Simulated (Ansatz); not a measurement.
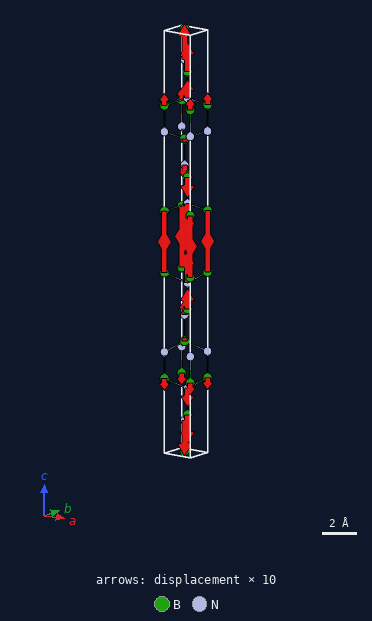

A relaxation of an interface cell of composition BN. The starting structure is drawn; red arrows show the displacements (the part carried along by the change of the cell is left out), magnified 10 times.

Style: ball-and-stick. Shown: the cell of the calculation, slightly off an axis.

Case: symmetric tilt boundary Sigma 3 (1 1 1), mirror between the next planes, shift [0, 0].

The calculation used DFT PBE, scalar-relativistic, plane waves, PAW in Ansatz.

Input
```yaml
crystal:
  lattice:
    - [2.5630478475, 0.0, 0.0]
    - [-1.2815239237, 2.219664547, 0.0]
    - [0.0, 0.0, 25.1126376504]
  atoms:
    - { symbol: B, position: [0.3333333333, 0.6666666667, 0.0] }
    - { symbol: "N", position: [0.3333333333, 0.6666666667, 0.0729583333] }
    - { symbol: B, position: [0.6666666667, 0.3333333333, 0.0937916667] }
    - { symbol: "N", position: [0.6666666667, 0.3333333333, 0.1562916667] }
    - { symbol: B, position: [0.0, 1.0, 0.177125] }
    - { symbol: "N", position: [0.0, 0.0, 0.239625] }
    - { symbol: B, position: [0.3333333333, 0.6666666667, 0.2604583333] }
    - { symbol: "N", position: [0.3333333333, 0.6666666667, 0.3229583333] }
    - { symbol: B, position: [0.6666666667, 0.3333333333, 0.3437916667] }
    - { symbol: "N", position: [0.6666666667, 0.3333333333, 0.4062916667] }
    - { symbol: B, position: [0.0, 1.0, 0.427125] }
    - { symbol: "N", position: [0.0, 0.0, 0.5] }
    - { symbol: "N", position: [0.3333333333, 0.6666666667, 0.9270416667] }
    - { symbol: B, position: [0.6666666667, 0.3333333333, 0.9062083333] }
    - { symbol: "N", position: [0.6666666667, 0.3333333333, 0.8437083333] }
    - { symbol: B, position: [0.0, 1.0, 0.822875] }
    - { symbol: "N", position: [0.0, 0.0, 0.760375] }
    - { symbol: B, position: [0.3333333333, 0.6666666667, 0.7395416667] }
    - { symbol: "N", position: [0.3333333333, 0.6666666667, 0.6770416667] }
    - { symbol: B, position: [0.6666666667, 0.3333333333, 0.6562083333] }
    - { symbol: "N", position: [0.6666666667, 0.3333333333, 0.5937083333] }
    - { symbol: B, position: [0.0, 1.0, 0.572875] }
basis:
  ecutwfc: 420
kpoints:
  mp_grid: { grid: [12, 12, 1] }
hamiltonian:
  xc: pbe
scf:
  occupations: { method: gaussian, width: 0.05 }
output:
  forces: true
  stress: true
  eigenvalues: true
  populations: true
relax:
  adjacent_minimum: "off"
  f_tol: 0.02
  max_steps: 60
  cell: { fix: [a, b, alpha, beta, gamma], stress_tol: 0.1 }
```

Command:
```bash
ansatz run input.yaml --threads 2 --pin off --max-ram 5120MiB --backend cpu --events-out ev --progress --plain --runs-dir out
```

Q: What happened in the run?

A: The largest moves relative to the cell, 0.26 Å, are those of B11 and B22. B11 goes along +c. By element the largest moves are B 0.26 Å, N 0.22 Å. Cell: a = b unchanged at 2.563 Å, c 25.113 → 23.859 Å (−5.0 %). Volume −5.0 %. Among the contacts that change: B11–N12 1.830 → 1.480 Å, B1–N13 1.832 → 1.523 Å, B16–N17 1.570 → 1.554 Å, N10–B11 1.570 → 1.584 Å. New bonds form: B11–N12 (1.83 → 1.48 Å), N12–B22 (1.83 → 1.48 Å). Over 6 accepted moves (8 points after the start) the energy falls by 2.550 eV per cell of the calculation. Largest force component: 2.1 eV/Å at the start, 0.0041 eV/Å at the end. Pressure: −13.12 GPa at the start and −1.87 GPa at the end. At 2 points the geometry stayed and the basis and grid were re-selected for the new cell (energy shift of 27.6 meV per cell of the calculation at most each time).
